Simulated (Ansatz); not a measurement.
Consider this structure, Ru.

```cif
data_structure
_symmetry_space_group_name_H-M 'Im-3m'
_symmetry_Int_Tables_number 229
_cell_length_a 3.0007
_cell_length_b 3.0007
_cell_length_c 3.0007
_cell_angle_alpha 90.000
_cell_angle_beta 90.000
_cell_angle_gamma 90.000
_cell_volume 27.02
loop_
_atom_site_label
_atom_site_type_symbol
_atom_site_symmetry_multiplicity
_atom_site_Wyckoff_symbol
_atom_site_fract_x
_atom_site_fract_y
_atom_site_fract_z
_atom_site_occupancy
Ru1 Ru 2 a 0.00000 0.00000 0.00000 1
```

It is based on the geometry relaxed with DFT, LDA (PW92), plane waves (420 eV) with PAW, scalar-relativistic (Ansatz 0.2.0); the starting structure was generated, so it need not be a known form of this composition.

> Predict the first 2 clear peaks of the X-ray G(r) with σ = 0.10 Å, and name the atom pairs.

1. 2.60 Å: Ru–Ru at 2.60 Å
2. 3.00 Å: Ru–Ru at 3.00 Å

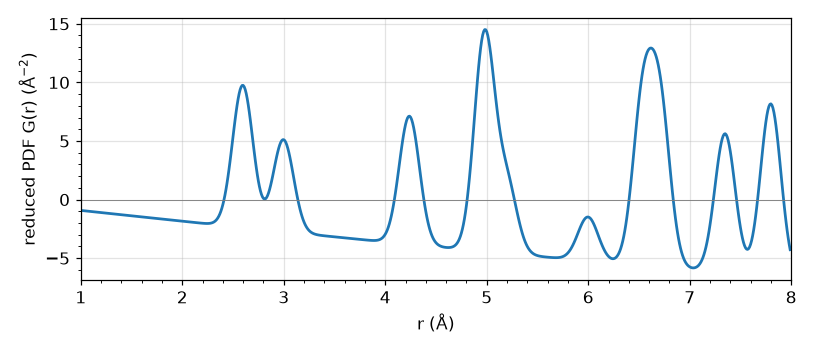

Computed X-ray G(r), with each pair weighted by the product of the atomic numbers (X-ray weights at Q = 0) and a uniform peak width σ = 0.10 Å, damped by exp(−(Q_damp r)²/2) with Q_damp = 0.060 Å⁻¹. No termination ripples are included.
